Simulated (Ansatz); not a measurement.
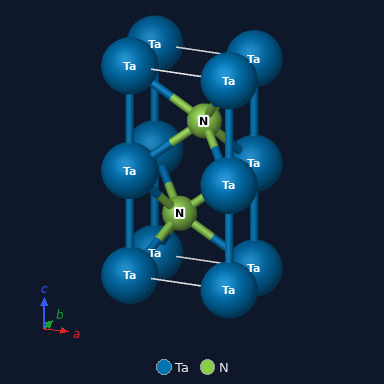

System: TaN, space group P6_3/mmc (No. 194). The picture shows the conventional cell.

Starting cell:
```yaml
crystal:
  lattice:
    - [3.04800, 0.00000, 0.00000]
    - [-1.52400, 2.63965, 0.00000]
    - [0.00000, 0.00000, 4.91800]
  atoms:
    - { symbol: Ta, position: [0.00000, 0.00000, 0.00000] }
    - { symbol: Ta, position: [0.00000, 0.00000, 0.50000] }
    - { symbol: N, position: [0.33333, 0.66667, 0.25000] }
    - { symbol: N, position: [0.66667, 0.33333, 0.75000] }
```

Computed with Ansatz 0.2.0: periodic Kohn-Sham DFT of a crystal at fixed atoms, scaled to the stated factor times the given cell; pressure positive in compression, energy less spherical unpolarised free atoms. Level: PBE.

- method: all-electron LAPW
- relativity: scalar
- k mesh: 9×9×5
- occupations: Fermi–Dirac
- smearing width: 0.01 eV
- basis error target: 0.5 (meV/atom)
- nucleus: Gaussian

V(given) is 9.89 Å³/atom.

What does the calculation give for the energy less free atoms and pressure against V/V(given)? The V/V(given) takes the values 0.94, 0.98, 1.00, 1.01, 1.04.

The energy less free atoms falls from −9.0233 eV/atom at V/V(given) 0.94 to −9.4289 eV/atom at 1.04. The pressure falls from 95.9 GPa at V/V(given) 0.94 to 39.8 GPa at 1.04.

| V/V(given) | energy less free atoms (eV/atom) | pressure (GPa) |
| --- | --- | --- |
| 0.94 | −9.0233 | 95.9 |
| 0.98 | −9.2276 | 70.3 |
| 1.00 | −9.3074 | 59.2 |
| 1.01 | −9.3423 | 54.0 |
| 1.04 | −9.4289 | 39.8 |

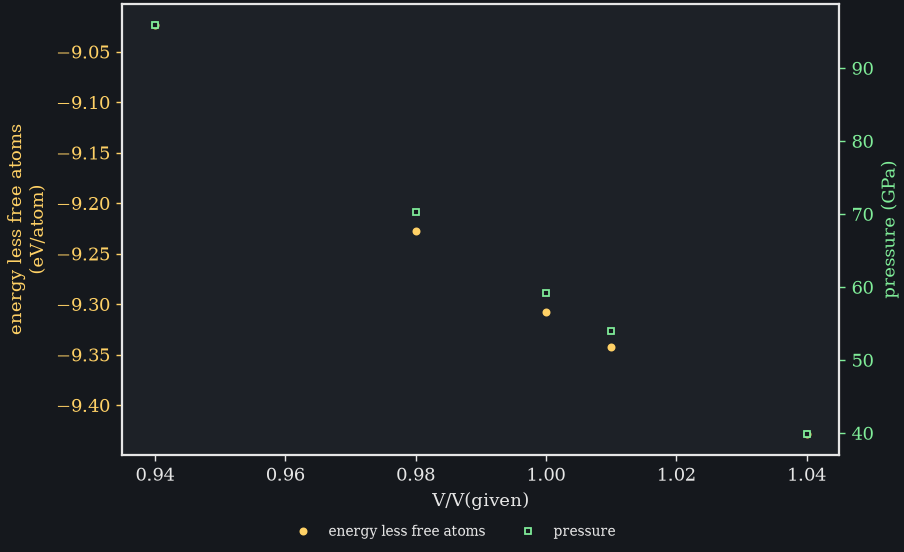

Caveats: cell far from its zero-pressure volume; no spin-orbit coupling on heavy atoms; the volumes run don't bracket the minimum of the energy, so any equilibrium value is extrapolated; shape and atomic fractions are frozen while scaling, which makes layered, chain and framework solids too stiff.
